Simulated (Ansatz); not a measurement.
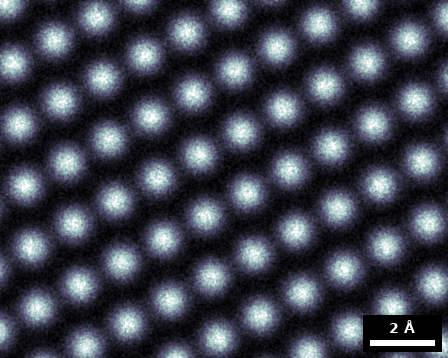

HAADF-like image of Hg. Simulated incoherent Z contrast: every atom adds Z^1.7 spread by a probe of 0.83 Å full width; channelling and multiple scattering are left out. The probe carries 25 % of its weight in a tail 2.5 times as wide. Shot noise was added.

### Measure the repeat of the pattern.

The pattern repeats on a centred rectangular net of 1.5 × 3.5 Å.

### What is the plane group of the image?

c2mm: perpendicular mirror lines on a centred net, with further twofold points between them.

### How many columns does the smallest repeating cell hold, and how many levels of brightness?

1 column in the primitive cell of 2.7 Å², all of one brightness.

The crystal is Hg (R-3m, No. 166) seen along [121]. Atomic positions: the input geometry of an electronic-structure calculation (not necessarily at equilibrium).
